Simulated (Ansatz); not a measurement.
**Ge (slab): density, localisation and related maps**

Input file:

```
crystal:
  lattice:
    - [8.0601468051, 0.0, 0.0]
    - [0.0, 5.6993844632, 0.0]
    - [0.0, 0.0, 22.0451101038]
  atoms:
    - { symbol: Ge, position: [0.25, 0.0, 0.3628922678] }
    - { symbol: Ge, position: [0.75, 0.0, 0.3628922678] }
    - { symbol: Ge, position: [0.5, 0.25, 0.3628922678] }
    - { symbol: Ge, position: [0.0, 0.25, 0.3628922678] }
    - { symbol: Ge, position: [0.5, 0.5, 0.4542974226] }
    - { symbol: Ge, position: [0.0, 0.5, 0.4542974226] }
    - { symbol: Ge, position: [0.75, 0.75, 0.4542974226] }
    - { symbol: Ge, position: [0.25, 0.75, 0.4542974226] }
    - { symbol: Ge, position: [0.75, 0.0, 0.5457025774] }
    - { symbol: Ge, position: [0.25, 0.0, 0.5457025774] }
    - { symbol: Ge, position: [0.0, 0.25, 0.5457025774] }
    - { symbol: Ge, position: [0.5, 0.25, 0.5457025774] }
    - { symbol: Ge, position: [0.0, 0.5, 0.6371077322] }
    - { symbol: Ge, position: [0.5, 0.5, 0.6371077322] }
    - { symbol: Ge, position: [0.25, 0.75, 0.6371077322] }
    - { symbol: Ge, position: [0.75, 0.75, 0.6371077322] }
basis:
  ecutwfc: 420
kpoints:
  mp_grid: { grid: [3, 4, 1] }
hamiltonian:
  xc: pbe
  dispersion: d3bj
scf:
  occupations: { method: gaussian, width: 0.1 }
output:
  forces: true
  eigenvalues: true
  write_density: true
  write_potential: true
  elf: true
  volumetric_format: npy
relax:
  adjacent_minimum: "off"
  f_tol: 0.03
  max_steps: 70
  constraints: [{ sites: [0, 1, 2, 3, 4, 5, 6, 7] }]
efield:
  axis: 3
  dipole_correction: true
  ramp_width: 0.04
```

Launched as:

```sh
ansatz run input.yaml --threads 4 --pin off --max-ram 10240MiB --backend cpu --events-out ev --progress --plain --runs-dir out
```

The fields are those of the run's last geometry, not of the input's.

Computed with DFT PBE+D3(BJ), scalar-relativistic, plane waves, PAW (Ansatz).

In a PAW calculation such maps are meaningful between the atoms, not at the nuclei.

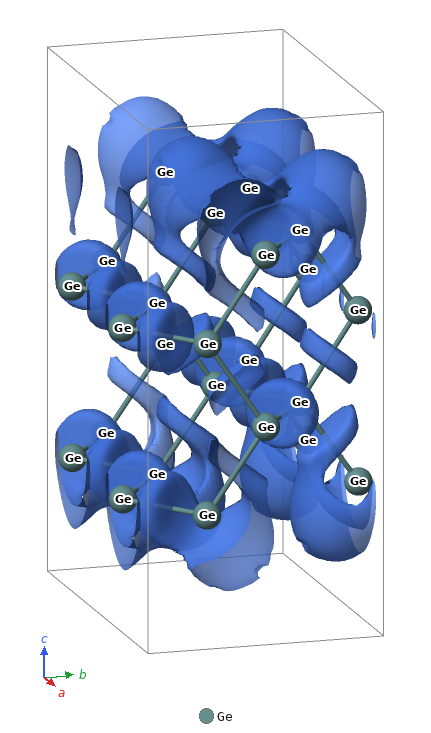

Figure 1. Isosurface of the ELF at 0.55 (blue), seen slightly off an axis. Only the valence region is drawn (cores and ρ < 0.01 e/Å³ removed). Sticks mark near contacts.

**What do the ELF domains correspond to?**

The surface consists of twelve regions between bonded Ge–Ge atoms and channels that run through the cell in one direction, counted in one cell of 16 atoms. Counts are for one cell; the picture repeats the cell along the surface.


Ge–Ge (2.47 Å): the ELF peaks at about 0.70 between the atoms. Ge–Ge (2.52 Å): the ELF peaks at about 0.70 between the atoms.

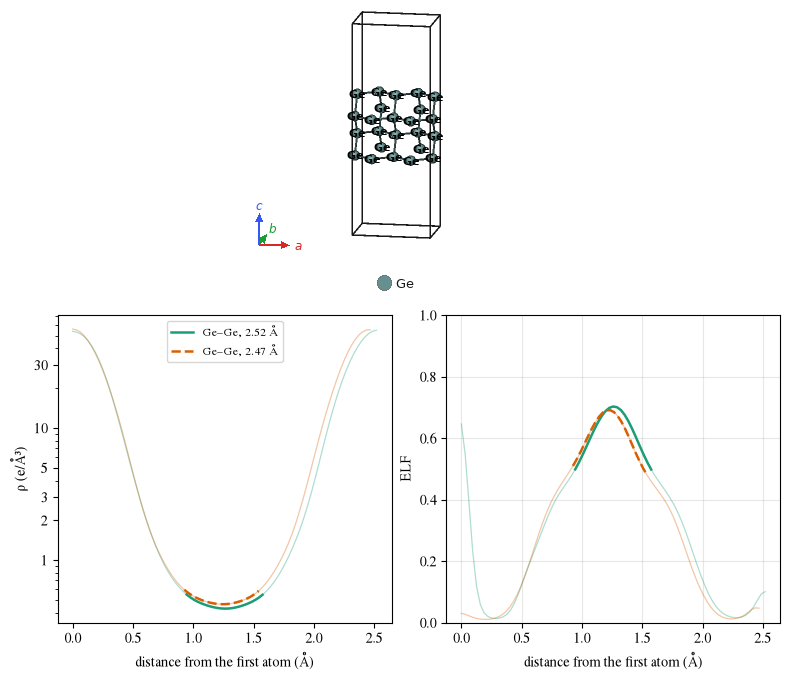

Figure 2. Valence electron density and ELF along straight lines between neighbouring atoms. Thin, pale parts lie inside the atomic spheres. The structure is drawn too.

**What can be read from the curves?**

Ge–Ge (2.52 Å): ρ is about 0.43 e/Å³ halfway; the ELF peaks at about 0.70 between the atoms.
Ge–Ge (2.47 Å): ρ at the midpoint is about 0.46 e/Å³; the ELF peaks at about 0.70 between the atoms.

**Does the calculation give a band gap?**

It is metallic or semimetallic at this level of theory: no gap opens.
